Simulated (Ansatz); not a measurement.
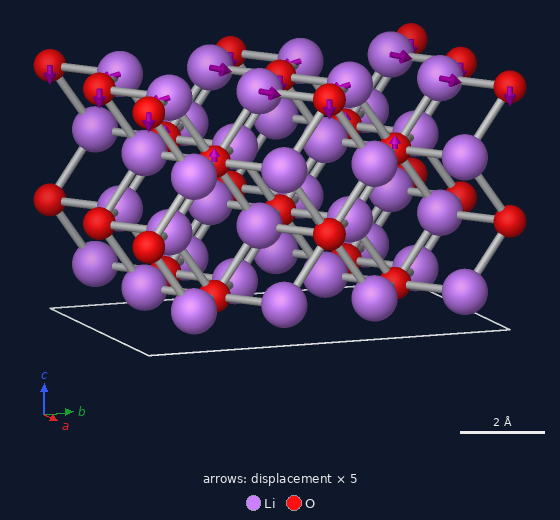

This is a constrained relaxation of a slab of composition Li₂O (cut from the Fm-3m phase). The starting structure is drawn; purple arrows show the displacements, magnified 5 times.

A ball-and-stick model of the cell of the calculation, outlined in the plane, without the vacuum, seen slightly off an axis.

Case: clean slab, lower planes held. The slab is the (1 1 0) face of Li2O. 24 atoms are held fixed.

These are results of Ansatz, DFT PBE, scalar-relativistic, plane waves, PAW, not measurements. Settings: plane-wave cutoff 420 eV; k-point mesh 3 × 2 × 1; occupations gaussian; smearing width 0.05 eV; no spin polarisation; dipole correction; atoms relaxed in a fixed cell; force threshold 0.03 eV/Å; at most 70 steps.

> Describe the change and its energy.

The largest moves, 0.12 Å, are those of Li atoms. By element the largest moves are Li 0.12 Å, O 0.10 Å. The cell stays as it was. Some distances before and after: Li–Li 2.313 → 2.538 Å, Li–Li 2.313 → 2.088 Å, Li–O 2.003 → 1.925 Å, Li–O 2.003 → 2.059 Å. Bond angles that change, for instance: Li–O–Li 70.5° → 65.1°, O–Li–O 109.5° → 114.8°, Li–O–Li 109.5° → 114.8°. The energy falls by 0.708 eV per cell of the calculation in 3 geometry steps. The largest force component goes from 1.1 to 0.026 eV/Å. Cost: 48 s on 4 threads of Intel(R) Xeon(R) 6975P-C (Granite Rapids) (shared host), peak memory 2.8 GiB.
